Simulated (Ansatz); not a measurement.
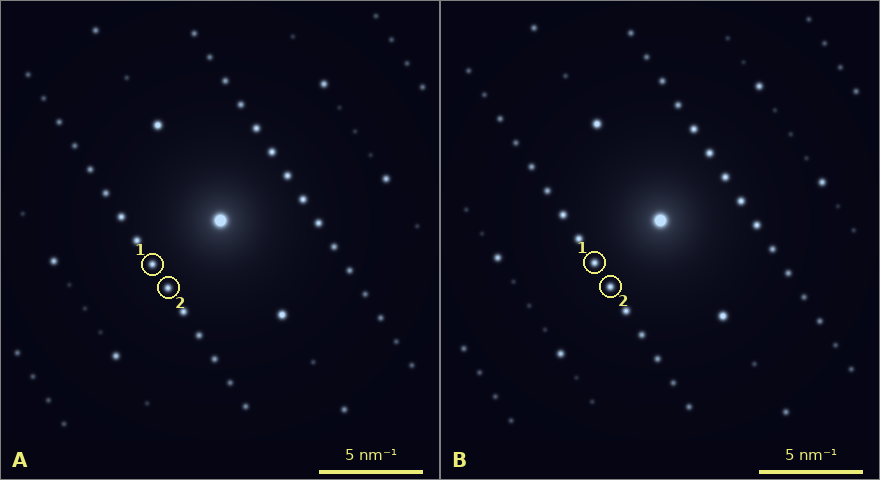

Kinematic electron diffraction patterns (200 kV, B = 0.5 Å², same scale) along [011] of the run's own cell, for the start and the end of one relaxation of ZrSi2 with DFT r2SCAN, scalar-relativistic, plane waves, PAW (Ansatz). k mesh 6×6×14. The start is a generated model structure, and the relaxation ends in the nearest stationary point of its symmetry, not necessarily the ground state. Spot 1 is 0 -1 1 and spot 2 is 1 -1 1 in both.

Start structure:

```
Zr Si
1.0
     7.15166    0.00000    0.00000
     0.00000    7.15166    0.00000
     0.00000    0.00000    2.82379
Zr Si
2 4
Direct
  0.00000 0.00000 0.00000
  0.50000 0.50000 0.50000
  0.26616 0.26616 0.00000
  0.23384 0.76616 0.50000
  0.73384 0.73384 0.00000
  0.76616 0.23384 0.50000
```

**Which pattern belongs to the start structure, and which to the relaxed one?**

B is the start: its cell gives d(1) = 2.626 Å, d(2) = 2.465 Å and an angle of 20.2°. A is the relaxed structure, with d(1) = 2.542 Å (-3.2 %), d(2) = 2.399 Å (-2.7 %) and 19.3°.

**Summarise the relaxation behind the change.**

The volume changed by -1.3 % to 23.75 Å³ an atom; the fractional coordinates hardly changed; the space group stayed P4_2/mnm (No. 136); the free energy fell by 9.3 meV an atom. Relaxed cell: a = 7.244 Å, b = 7.244 Å, c = 2.715 Å, α = 90.00°, β = 90.00°, γ = 90.00°.
